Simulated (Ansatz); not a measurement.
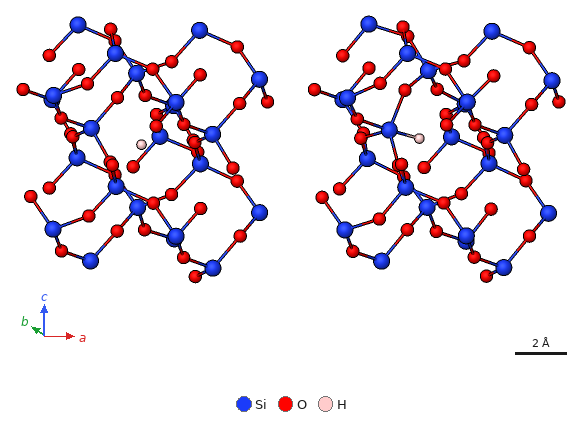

Two geometries of a defect cell of composition Si₂₄O₄₈H (cell charge −1), drawn at one scale. One is the start of a relaxation, the other its converged end. Style: ball-and-stick. Shown: the atoms within 5.8 Å of the atom that moves most (axes of the cell of the calculation (origin shifted)), slightly off an axis.

Computed with DFT, PBEsol, PAW, plane waves (Ansatz 0.2.0). (plane-wave cutoff 420 eV; k-point mesh 1 × 1 × 1; mesh shifted by (0.25, 0.25, 0.25); no spin polarisation; atoms relaxed in a fixed cell; force threshold 0.03 eV/Å; at most 80 steps)

**Which geometry has the lower energy?**

The right one is the relaxed one. The energy falls by 3.712 eV per cell of the calculation in 12 geometry steps. Largest force component: 3 eV/Å at the start, 0.025 eV/Å at the end. The largest move is that of the H atom, 0.58 Å along [−3 −1 1]. By element the largest moves are H 0.58 Å, Si 0.40 Å, O 0.33 Å. The cell doesn't change. Among the contacts that change: H–Si 2.460 → 1.535 Å, O–Si 1.629 → 1.759 Å, O–Si 1.603 → 1.707 Å, O–Si 1.566 → 1.637 Å. New bonds form: H–Si (2.46 → 1.54 Å). Among the angles between lasting bonds that change: O–Si–O 110.3° → 88.7°, O–Si–O 110.9° → 130.5°, O–Si–O 110.5° → 91.9°. Cost: 17 s on 1 × NVIDIA GB300 with 8 threads of Arm Neoverse-V2, peak memory 1.9 GiB.

Limits of the set-up: the cell is charged, on a uniform background, and energies carry no finite-size correction.
